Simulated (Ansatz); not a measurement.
# Single-point calculation, with input and output: MoTe$_{2}$ (part 2 of 2)

The same run, continued: MoTe$_{2}$ (P6₃/mmc, 24 atoms in the cell); DFT PBE, scalar-relativistic, plane waves, PAW, no spin polarisation (Ansatz 0.2.0); cutoff 420 eV, 2×2×2 k-mesh, Gaussian smearing of 0.01 eV. The structure derives from a Materials Project entry. It belongs to a series of runs on one base structure; here: the perfect crystal in a cell of 24 atoms.

Geometry of the input (Å; fractional positions):
```
-3.5567  -6.1603  0.0000
7.1133  0.0000  0.0000
0.0000  0.0000  15.3316
Te 0.1667  0.8333  0.6321
Te 0.1667  0.3333  0.6321
Te 0.6667  0.8333  0.6321
Te 0.6667  0.3333  0.6321
Te 0.3333  0.1667  0.1321
Te 0.3333  0.6667  0.1321
Te 0.8333  0.1667  0.1321
Te 0.8333  0.6667  0.1321
Te 0.3333  0.1667  0.3679
Te 0.3333  0.6667  0.3679
Te 0.8333  0.1667  0.3679
Te 0.8333  0.6667  0.3679
Te 0.1667  0.8333  0.8679
Te 0.1667  0.3333  0.8679
Te 0.6667  0.8333  0.8679
Te 0.6667  0.3333  0.8679
Mo 0.1667  0.8333  0.2500
Mo 0.1667  0.3333  0.2500
Mo 0.6667  0.8333  0.2500
Mo 0.6667  0.3333  0.2500
Mo 0.3333  0.1667  0.7500
Mo 0.3333  0.6667  0.7500
Mo 0.8333  0.1667  0.7500
Mo 0.8333  0.6667  0.7500
```

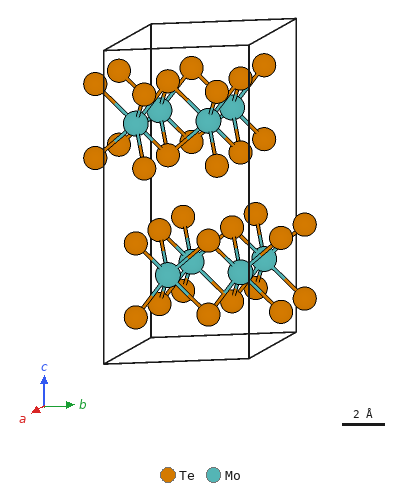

Fig. 1: The input geometry (ball-and-stick view of the cell of the calculation, seen slightly off an axis; bonded neighbours outside the cell are drawn too). An atom can appear more than once, as a periodic image.

Log, continued
```
  k-point 0: bands = ["-50.2364", "-50.2364", "-50.2287", "-50.2287", "-50.2287", "-50.2287", "-50.2287", "-50.2287", "-26.0651", "-26.0651", "-26.0651", "-26.0651", "-26.0651", "-26.0651", "-26.0567", "-26.0567", "-26.0567", "-26.0567", "-26.0464", "-26.0464", "-26.0464", "-26.0464", "-26.0464", "-26.0464", "-26.0463", "-26.0463", "-26.0463", "-26.0463", "-26.0356", "-26.0356", "-26.0356", "-26.0356", "-26.0356", "-26.0356", "-26.0279", "-26.0279", "-26.0279", "-26.0279", "-26.0279", "-26.0279",
      "-26.0016", "-26.0016", "-26.0016", "-26.0015", "-26.0015", "-26.0015", "-25.9993", "-25.9993", "-25.9993", "-25.9991", "-25.9991", "-25.9991", "-25.9943", "-25.9943", "-25.9943", "-25.9943", "-25.9943", "-25.9943", "-25.9915", "-25.9915", "-25.9914", "-25.9914", "-25.9830", "-25.9830", "-25.9830", "-25.9828", "-25.9828", "-25.9828", "-25.9812", "-25.9812", "-25.9811", "-25.9811", "-25.9689", "-25.9685", "-25.9619", "-25.9619", "-25.9619", "-25.9619", "-25.9619", "-25.9619",
      "-25.9602", "-25.9599", "-25.9497", "-25.9497", "-25.9497", "-25.9496", "-25.9496", "-25.9496", "-24.3802", "-24.3802", "-24.3802", "-24.3801", "-24.3801", "-24.3801", "-24.3737", "-24.3737", "-24.3127", "-24.3127", "-24.3127", "-24.3126", "-24.3126", "-24.3126", "-24.2788", "-24.2788", "-24.2788", "-24.2788", "-24.2788", "-24.2788", "-24.2558", "-24.2558", "-24.2558", "-24.2558", "-2.1234", "-2.0306", "-1.2251", "-1.0737", "-0.1766", "-0.1766", "-0.1766", "-0.1377",
      "-0.1377", "-0.1377", "0.1216", "0.1216", "0.1216", "0.1626", "0.1626", "0.1626", "5.0748", "5.0748", "5.0748", "5.1703", "5.1703", "5.1703", "5.2386", "5.8175", "5.9448", "5.9448", "5.9448", "5.9865", "5.9865", "5.9865", "7.0109", "7.0109", "7.0109", "7.2942", "7.2942", "7.2942", "8.0639", "8.1770", "8.1770", "8.1770", "8.2043", "8.2043", "8.2043", "8.7915", "8.7915", "8.7915", "8.8136", "8.8136",
      "8.8175", "8.8175", "8.8358", "8.8358", "8.8358", "9.5619", "9.5791", "9.5791", "9.5879", "9.5879", "9.7114", "9.7114", "9.7114", "9.7141", "9.7141", "9.7141", "9.7363", "10.0907", "10.0907", "10.0907", "10.1730", "10.1730", "10.1730", "10.3598", "11.8347", "11.8347", "11.8347", "11.8540", "11.8540", "11.8540", "12.0910", "12.0910", "12.0910", "12.2550", "12.2550", "12.2550", "13.3204", "13.3204", "13.3204", "13.4683",
      "13.4683", "13.5065", "13.5065", "13.7197", "13.7197", "13.7923", "13.7923", "13.9678", "13.9678", "13.9678", "14.1871", "14.1871", "14.1871", "14.1971", "14.1971", "14.1971", "14.2718", "14.2718", "14.2718", "14.4776", "14.4776"]
  k-point 1: bands = ["-50.2364", "-50.2364", "-50.2287", "-50.2287", "-50.2287", "-50.2287", "-50.2287", "-50.2287", "-26.0651", "-26.0651", "-26.0651", "-26.0651", "-26.0651", "-26.0651", "-26.0567", "-26.0567", "-26.0567", "-26.0567", "-26.0464", "-26.0464", "-26.0464", "-26.0464", "-26.0464", "-26.0464", "-26.0463", "-26.0463", "-26.0463", "-26.0463", "-26.0356", "-26.0356", "-26.0356", "-26.0356", "-26.0356", "-26.0356", "-26.0279", "-26.0279", "-26.0279", "-26.0279", "-26.0279", "-26.0279",
      "-26.0016", "-26.0016", "-26.0016", "-26.0016", "-26.0016", "-26.0016", "-25.9992", "-25.9992", "-25.9992", "-25.9992", "-25.9992", "-25.9992", "-25.9943", "-25.9943", "-25.9943", "-25.9943", "-25.9943", "-25.9943", "-25.9914", "-25.9914", "-25.9914", "-25.9914", "-25.9829", "-25.9829", "-25.9829", "-25.9829", "-25.9829", "-25.9829", "-25.9812", "-25.9812", "-25.9812", "-25.9812", "-25.9687", "-25.9687", "-25.9619", "-25.9619", "-25.9619", "-25.9619", "-25.9619", "-25.9619",
      "-25.9601", "-25.9601", "-25.9496", "-25.9496", "-25.9496", "-25.9496", "-25.9496", "-25.9496", "-24.3802", "-24.3802", "-24.3802", "-24.3802", "-24.3802", "-24.3802", "-24.3737", "-24.3737", "-24.3127", "-24.3127", "-24.3127", "-24.3127", "-24.3127", "-24.3127", "-24.2788", "-24.2788", "-24.2788", "-24.2788", "-24.2788", "-24.2788", "-24.2558", "-24.2558", "-24.2558", "-24.2558", "-2.0804", "-2.0804", "-1.1464", "-1.1464", "-0.1585", "-0.1585", "-0.1585", "-0.1585",
      "-0.1585", "-0.1585", "0.1434", "0.1434", "0.1434", "0.1434", "0.1434", "0.1434", "5.1217", "5.1217", "5.1217", "5.1217", "5.1217", "5.1217", "5.4909", "5.4909", "5.9599", "5.9599", "5.9599", "5.9599", "5.9599", "5.9599", "7.1593", "7.1593", "7.1593", "7.1593", "7.1593", "7.1593", "8.1904", "8.1904", "8.1904", "8.1904", "8.1904", "8.1904", "8.6756", "8.6756", "8.8084", "8.8084", "8.8084", "8.8084",
      "8.8084", "8.8084", "8.8155", "8.8155", "8.8155", "8.8155", "9.5835", "9.5835", "9.5835", "9.5835", "9.7154", "9.7154", "9.7154", "9.7154", "9.7154", "9.7154", "10.1317", "10.1317", "10.1317", "10.1317", "10.1317", "10.1317", "10.2149", "10.2149", "11.8438", "11.8438", "11.8438", "11.8438", "11.8438", "11.8438", "12.1774", "12.1774", "12.1774", "12.1774", "12.1774", "12.1774", "13.4847", "13.4847", "13.4847", "13.4847",
      "13.6215", "13.6215", "13.6215", "13.6215", "13.6215", "13.6215", "13.7586", "13.7586", "13.7586", "13.7586", "14.0761", "14.0761", "14.0761", "14.0761", "14.0761", "14.0761", "14.4958", "14.4958", "14.4958", "14.4958", "14.4958"]
  k-point 2: bands = ["-50.2325", "-50.2325", "-50.2325", "-50.2325", "-50.2287", "-50.2287", "-50.2287", "-50.2287", "-26.0596", "-26.0596", "-26.0595", "-26.0595", "-26.0545", "-26.0545", "-26.0545", "-26.0545", "-26.0517", "-26.0517", "-26.0517", "-26.0517", "-26.0461", "-26.0461", "-26.0461", "-26.0461", "-26.0428", "-26.0428", "-26.0428", "-26.0428", "-26.0383", "-26.0383", "-26.0383", "-26.0383", "-26.0371", "-26.0371", "-26.0371", "-26.0371", "-26.0341", "-26.0341", "-26.0341", "-26.0341",
      "-26.0056", "-26.0056", "-26.0054", "-26.0054", "-25.9987", "-25.9987", "-25.9987", "-25.9987", "-25.9955", "-25.9955", "-25.9953", "-25.9953", "-25.9932", "-25.9932", "-25.9931", "-25.9931", "-25.9928", "-25.9928", "-25.9927", "-25.9927", "-25.9885", "-25.9885", "-25.9885", "-25.9885", "-25.9849", "-25.9849", "-25.9847", "-25.9847", "-25.9821", "-25.9821", "-25.9820", "-25.9820", "-25.9650", "-25.9650", "-25.9649", "-25.9649", "-25.9625", "-25.9625", "-25.9625", "-25.9625",
      "-25.9551", "-25.9551", "-25.9549", "-25.9549", "-25.9501", "-25.9501", "-25.9500", "-25.9500", "-24.3590", "-24.3590", "-24.3590", "-24.3590", "-24.3429", "-24.3429", "-24.3429", "-24.3429", "-24.3183", "-24.3183", "-24.3183", "-24.3183", "-24.3126", "-24.3126", "-24.3126", "-24.3126", "-24.3000", "-24.3000", "-24.3000", "-24.3000", "-24.2673", "-24.2673", "-24.2673", "-24.2673", "-1.3391", "-1.3391", "-1.2534", "-1.2534", "-0.6699", "-0.6699", "-0.5468", "-0.5468",
      "-0.2395", "-0.2395", "-0.1883", "-0.1883", "0.0965", "0.0965", "0.1570", "0.1570", "5.8957", "5.8957", "5.9471", "5.9471", "6.0195", "6.0195", "6.3472", "6.3472", "6.4054", "6.4054", "6.5090", "6.5090", "7.2444", "7.2444", "7.2773", "7.2773", "7.3353", "7.3353", "7.3687", "7.3687", "7.4130", "7.4130", "7.4919", "7.4919", "7.6944", "7.6944", "7.7266", "7.7266", "7.8040", "7.8040", "7.9143", "7.9143",
      "8.7785", "8.7785", "8.7990", "8.7990", "9.0356", "9.0356", "9.0629", "9.0629", "9.0688", "9.0688", "9.4156", "9.4156", "9.4370", "9.4370", "9.6006", "9.6006", "9.6224", "9.6224", "9.7489", "9.7489", "10.1091", "10.1091", "10.1693", "10.1693", "11.6838", "11.6838", "11.7785", "11.7785", "11.9948", "11.9948", "12.1706", "12.1706", "12.2050", "12.2050", "12.2941", "12.2941", "12.3557", "12.3557", "12.4799", "12.4799",
      "12.5332", "12.5332", "12.6288", "12.6288", "12.7253", "12.7253", "13.0169", "13.0169", "13.7488", "13.7488", "13.8378", "13.8378", "13.9872", "13.9872", "14.4947", "14.4947", "15.6183", "15.6183", "15.9760", "15.9760", "16.3285"]
  k-point 3: bands = ["-50.2325", "-50.2325", "-50.2325", "-50.2325", "-50.2287", "-50.2287", "-50.2287", "-50.2287", "-26.0596", "-26.0596", "-26.0596", "-26.0596", "-26.0545", "-26.0545", "-26.0545", "-26.0545", "-26.0517", "-26.0517", "-26.0517", "-26.0517", "-26.0461", "-26.0461", "-26.0461", "-26.0461", "-26.0428", "-26.0428", "-26.0428", "-26.0428", "-26.0383", "-26.0383", "-26.0383", "-26.0383", "-26.0371", "-26.0371", "-26.0371", "-26.0371", "-26.0341", "-26.0341", "-26.0341", "-26.0341",
      "-26.0055", "-26.0055", "-26.0055", "-26.0055", "-25.9987", "-25.9987", "-25.9987", "-25.9987", "-25.9954", "-25.9954", "-25.9954", "-25.9954", "-25.9932", "-25.9932", "-25.9932", "-25.9932", "-25.9927", "-25.9927", "-25.9927", "-25.9927", "-25.9885", "-25.9885", "-25.9885", "-25.9885", "-25.9848", "-25.9848", "-25.9848", "-25.9848", "-25.9820", "-25.9820", "-25.9820", "-25.9820", "-25.9649", "-25.9649", "-25.9649", "-25.9649", "-25.9625", "-25.9625", "-25.9625", "-25.9625",
      "-25.9550", "-25.9550", "-25.9550", "-25.9550", "-25.9501", "-25.9501", "-25.9501", "-25.9501", "-24.3590", "-24.3590", "-24.3590", "-24.3590", "-24.3429", "-24.3429", "-24.3429", "-24.3429", "-24.3183", "-24.3183", "-24.3183", "-24.3183", "-24.3126", "-24.3126", "-24.3126", "-24.3126", "-24.3000", "-24.3000", "-24.3000", "-24.3000", "-24.2673", "-24.2673", "-24.2673", "-24.2673", "-1.2998", "-1.2998", "-1.2998", "-1.2998", "-0.6049", "-0.6049", "-0.6049", "-0.6049",
      "-0.2161", "-0.2161", "-0.2161", "-0.2161", "0.1290", "0.1290", "0.1290", "0.1290", "5.9232", "5.9232", "5.9232", "5.9232", "6.2255", "6.2255", "6.2255", "6.2255", "6.3742", "6.3742", "6.3742", "6.3742", "7.2637", "7.2637", "7.2637", "7.2637", "7.2866", "7.2866", "7.2866", "7.2866", "7.6059", "7.6059", "7.6059", "7.6059", "7.6735", "7.6735", "7.6735", "7.6735", "7.8655", "7.8655", "7.8655", "7.8655",
      "8.7886", "8.7886", "8.7886", "8.7886", "9.0347", "9.0347", "9.0347", "9.0347", "9.2638", "9.2638", "9.2638", "9.2638", "9.4265", "9.4265", "9.4265", "9.4265", "9.7330", "9.7330", "9.7330", "9.7330", "10.1386", "10.1386", "10.1386", "10.1386", "11.8461", "11.8461", "11.8461", "11.8461", "11.9646", "11.9646", "11.9646", "11.9646", "12.1841", "12.1841", "12.1841", "12.1841", "12.5677", "12.5677", "12.5677", "12.5677",
      "12.5785", "12.5785", "12.5785", "12.5785", "12.7707", "12.7707", "12.7707", "12.7707", "13.9147", "13.9147", "13.9147", "13.9147", "14.0910", "14.0910", "14.0910", "14.0910", "15.9074", "15.9074", "15.9074", "15.9074", "16.7258"]
```

Results in brief

```tsv
quantity	value
outcome	converged
space group (tolerance 0.01 Å)	P6₃/mmc (194)
electrons treated	368
free energy	−151334.3312 eV
Fermi energy	11.022 eV
gap on the k-point mesh	1.32 eV
pressure	−0.11 GPa
largest force (length of the vector)	0.010 eV/Å
hardware	4 threads of Intel Xeon (Sapphire Rapids), 32 GiB of memory available, shared host
wall time	8.5 s (CPU time 32 s)
peak memory	2.7 GiB
```
